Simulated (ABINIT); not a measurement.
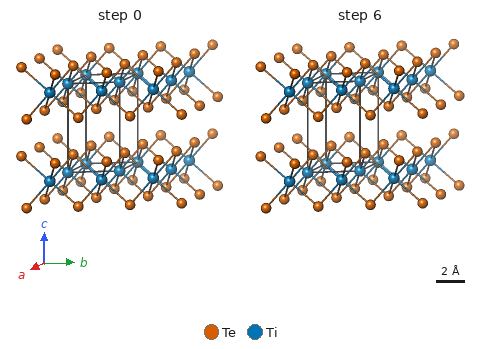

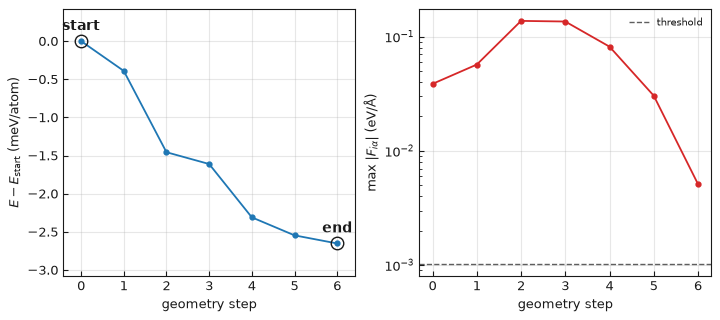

First and last geometry of a relaxation of a crystal of TiTe₂ (set up in P-3m1), with the history of the run. Style: ball-and-stick. Shown: the cell of the calculation, repeated 2 × 2 × 1 with one cell outlined, slightly off an axis.

The run lets cell and atoms move.

Method: ABINIT, Kohn-Sham DFT of a periodic cell, PBE, PseudoDojo NC SR PBE v0.4.1 standard.

Input file:
```
# Pseudopotentials
pp_dirpath "./"
pseudos "Te.upf, Ti.upf"

# Structure
acell 3*1.0
rprim
     7.1374955727     0.0000000000     0.0000000000
    -3.5687477864     6.1812524854     0.0000000000
     0.0000000000     0.0000000000    12.2794403578
ntypat 2
znucl 52 22
natom 3
typat 1 1 2
chkprim 0
chksymtnons 0
tolsym 1.0e-6
xred
            1/3            2/3   0.7372000000
            2/3            1/3   0.2628000000
            0.0            0.0            0.0

# Plane-wave basis
ecut 1142.878222 eV
ecutsm 0.5

# k points
kptopt 1
ngkpt 6 6 3
nshiftk 1
shiftk 0.0 0.0 0.0

# Exchange and correlation
ixc 11

# Bands and occupations
nband 27
occopt 3
tsmear 0.05 eV

# SCF cycle
nstep 80
tolvrs 1.0e-12

# Output
iomode 3
prteig 0
prtebands 0
prtwf 0
prtden 0

# Relaxation
ionmov 2
optcell 2
ntime 50
tolmxf 2.0e-5
dilatmx 1.08
```

Run as
```bash
abinit run.abi > log 2>&1
```

> Read the history and describe the run.

The run was cut off at its time limit before the relaxation converged, so the last structure is only a point on the way. The largest moves relative to the cell, 0.033 Å, are those of Te atoms. Ti stays in place. The volume changes by +3.2 %, with a = b 3.777 → 3.817 Å (+1.1 %), c 6.498 → 6.567 Å (+1.1 %). Near-neighbour distances that change, for instance: Te–Ti 2.770 → 2.779 Å. The space group stays P-3m1 (No. 164). After 6 geometry steps the energy has fallen by 2.7 meV per atom. The largest force component goes from 0.039 to 0.0051 eV/Å. Pressure: 0.90 GPa at the start and 0.00 GPa at the end. Cost: 25 min on 1 thread of Arm Neoverse V1, with other jobs on the host, peak memory 0.17 GiB.

Limits of the set-up: layers or molecules are held without a dispersion correction, so their spacing is unreliable.
